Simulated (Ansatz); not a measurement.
AlAs3

```
CELL_PARAMETERS angstrom
5.27552 0.00000 0.00000
-2.63776 4.56874 0.00000
0.00000 0.00000 7.27572
ATOMIC_POSITIONS crystal
Al 0.66667 0.33333 0.25000
Al 0.33333 0.66667 0.75000
As 0.27433 0.27433 0.00000
As 0.72567 0.72567 0.50000
As 0.27433 0.00000 0.50000
As 0.00000 0.72567 0.00000
As 0.72567 0.00000 0.00000
As 0.00000 0.27433 0.50000
```

Space group P6₃22; a structure generated by program, which may or may not match a known phase.

All numbers below come from DFT PBE, scalar-relativistic, plane waves, PAW in Ansatz 0.2.0.

Core electrons are frozen (PAW), and the valence fields are smoothed inside the atomic spheres.

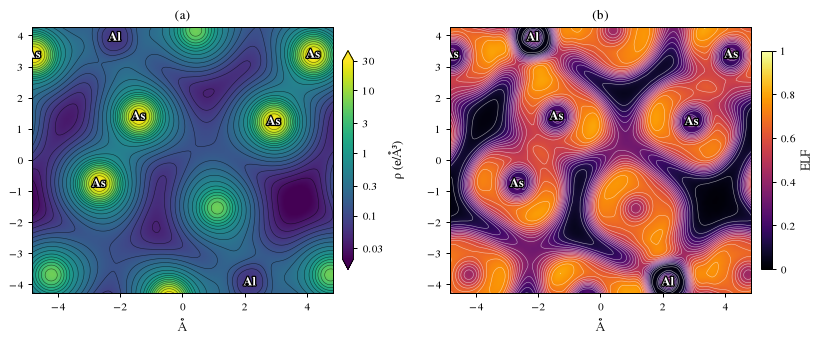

Figure 1. (a) valence pseudo-density; (b) electron localisation function on the (111) plane of the conventional cell.

Question: Interpret the plot.

Answer:
- The plane passes through Al and As nuclei.
- Atoms just off the plane (As, 0.5 Å away) can leave unmarked features too.
- As–As (2.51 Å): ρ is about 0.48 e/Å³ halfway; the ELF peaks at about 0.65 between the atoms.
- Al–As (2.65 Å): ρ is about 0.33 e/Å³ halfway; the ELF peaks at about 0.80 between the atoms.
- Between the atoms the lowest density in this plane is 0.02 e/Å³.

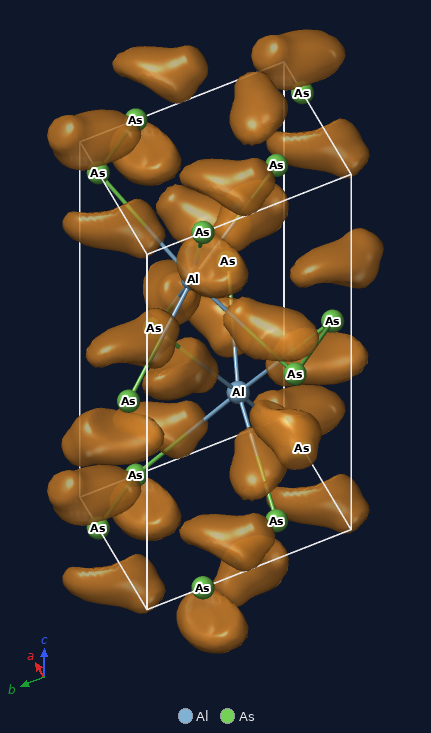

Figure 2. Isosurface of the electron localisation function at 0.7 (orange), seen at an oblique angle. Core shells and regions of very low density are left out. Sticks mark near contacts.

Question: Describe the localisation domains.

Answer: The surface consists of twelve regions on As in which the atom's valence shell and bonds are merged, counted in one cell of 8 atoms. Any copies at cell faces, edges or corners count once.

Question: Metal or insulator at this level of theory?

Answer: It is metallic or semimetallic at this level of theory: no gap opens.
